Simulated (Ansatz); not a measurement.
Consider GaP.

```xyz
8
Lattice="5.1606 0.0000 0.0000 0.0000 5.1606 0.0000 0.0000 0.0000 5.1606" Properties=species:S:1:pos:R:3 pbc="T T T"
Ga    0.0000    0.0000    0.0000
Ga    2.5803    2.5803    0.0000
Ga    2.5803    0.0000    2.5803
Ga    0.0000    2.5803    2.5803
P     2.5803    0.0000    0.0000
P     0.0000    2.5803    0.0000
P     0.0000    0.0000    2.5803
P     2.5803    2.5803    2.5803
```

Space group Fm-3m; started from the rocksalt prototype, which need not be the ambient phase.

The calculation used DFT, PBE, plane waves, PAW in Ansatz.

Q: Predict the valence pseudo-density and electron localisation function between the atoms.

A: Ga–P (2.58 Å): the density is about 0.35 e/Å³ at the midpoint; the ELF peaks at about 0.85 in the valence shell of P, 0.9 Å from its nucleus, and is about 0.60 at the midpoint.

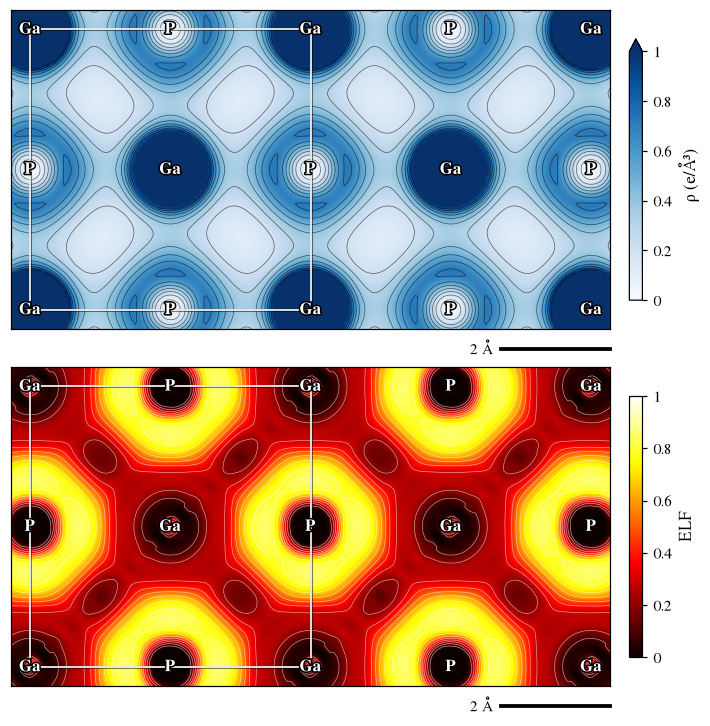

Computed valence pseudo-density and electron localisation function on the (100) plane of the conventional cell, in this order. 

In a PAW calculation such maps are meaningful between the atoms, not at the nuclei.
